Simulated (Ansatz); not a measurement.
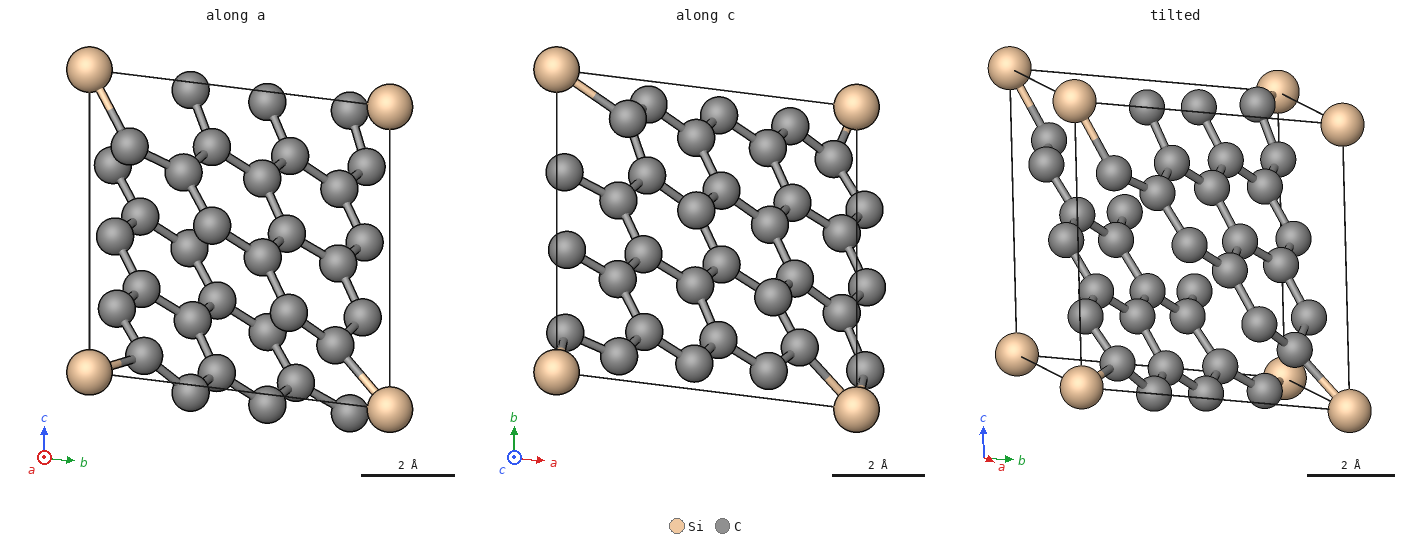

This ball-and-stick model is shown along the a axis, along the c axis and slightly off an axis. One simulation cell is framed, with atoms on its boundary repeated. Cell: a = 6.613 Å, b = 6.619 Å, c = 6.619 Å, α = 96.28°, β = 96.34°, γ = 96.34°.

Notes on the structure:

- The structure is one of SiC₃₀.
- Content of the cell: 1 Si, 30 C (Z = 1).
- Si is surrounded by four C in a distorted square planar arrangement at about 1.9 Å.
- The bonds build SiC30 layers parallel to (111).

The structure comes from a structure listed in the Materials Project, repeated into a supercell with a point defect put in. The atoms were relaxed in a fixed cell with DFT PBE+D3(BJ), scalar-relativistic, plane waves, PAW in Ansatz 0.2.0.
